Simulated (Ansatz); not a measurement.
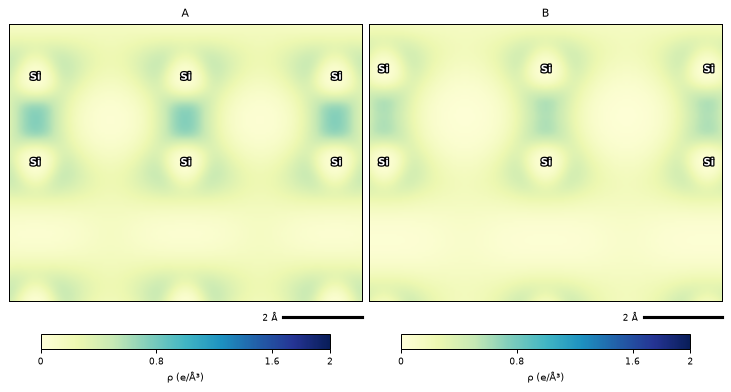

Si. The valence electron density of two cells that differ in size and shape, on the (100) plane of each (indices in the axes of the calculation cell), at one length scale and on one colour scale; one has 18.5 and the other 23.5 Å³ an atom.

Space group P6₃/mmc; a structure from a database of computed crystals, not necessarily the ambient phase.

All numbers below come from DFT r2SCAN, scalar-relativistic, plane waves, PAW in Ansatz.

The density is the valence pseudo-density of a PAW calculation; it isn't the true density close to the nuclei.

The larger cell:

```
Si
1.0
     4.13846    0.00000    0.00000
    -2.06923    3.58401    0.00000
     0.00000    0.00000    6.34182
Si
4
Direct
  0.33333 0.66667 0.06309
  0.66667 0.33333 0.56309
  0.33333 0.66667 0.43691
  0.66667 0.33333 0.93691
```

The smaller cell: a = 3.832 Å, b = 3.832 Å, c = 5.834 Å, α = 90.00°, β = 90.00°, γ = 120.00°.

**Which is the denser cell? Describe the effect of the change.**

Panel A is the smaller cell, by 21 % in volume. From the larger cell to the smaller, Si–Si goes from 2.37 to 2.18 Å, and the density at its midpoint from 0.58 to 0.73 e/Å³; the pressure goes from −10 to 11 GPa.
